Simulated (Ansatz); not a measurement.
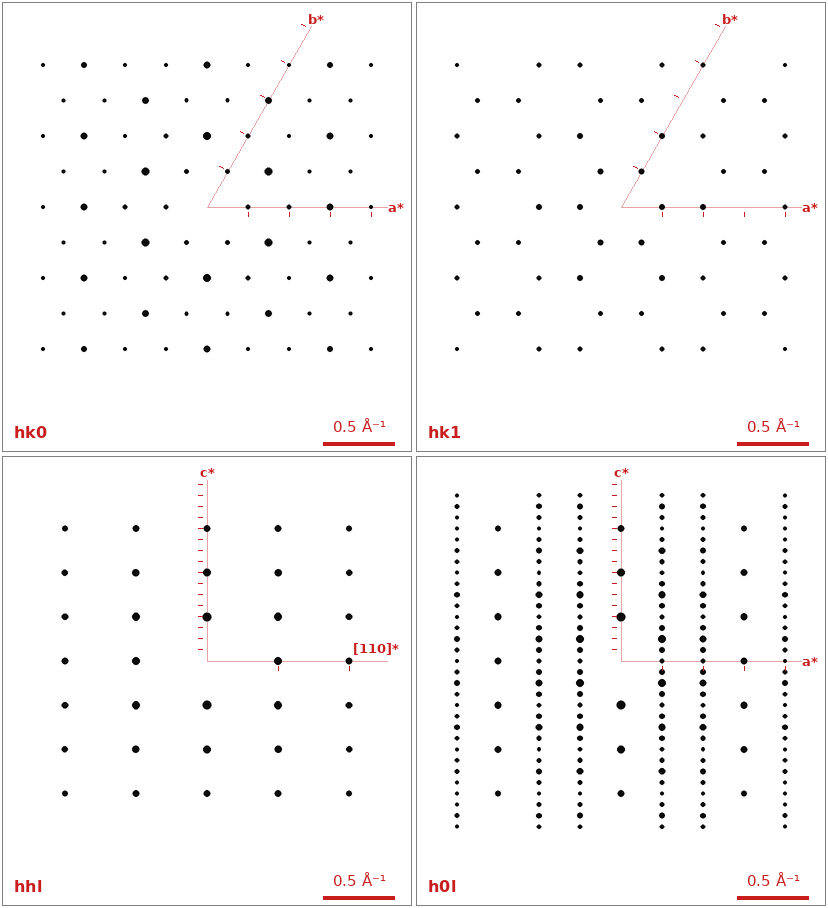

Four undistorted layers of reciprocal space, calculated for a single crystal (X-rays, kinematic |F|², B = 0.5 Å²). Tick marks count the reciprocal lattice steps of the conventional cell along each axis.

The compound is Eu. Structure: the geometry relaxed at fixed volume with DFT r2SCAN, scalar-relativistic, plane waves, PAW (Ansatz); the starting structure was generated, so it need not be a known form of this composition.

Question: What cell do the layers give?

Answer: a* = 0.292, b* = 0.292, c* = 0.079 Å⁻¹, γ* = 60°; the cell is hexagonal with a = 3.95 Å, c = 12.70 Å (hexagonal axes).

Question: Which reflection conditions do the layers show?

Answer: Reflections are present only under these conditions. hkl: no condition; hk0: no condition; h0l: no condition; hhl: l = 2n; 00l: l = 2n. The lattice is primitive (P). Further gaps, such as 3 0 1, 0 3 1, 3 0 3, come from atoms on special positions, not from the group's general conditions. A few very weak reflections are below the display threshold.

Question: Which space groups fit?

Answer: The intensities have Laue symmetry 6/mmm (the hk0 layer shows 6mm, hk1 shows 6mm). With these conditions the candidates are P6_3mc (No. 186), P-62c (No. 190), P6_3/mmc (No. 194). Diffraction geometry alone does not choose among them; the structure has P6_3/mmc.
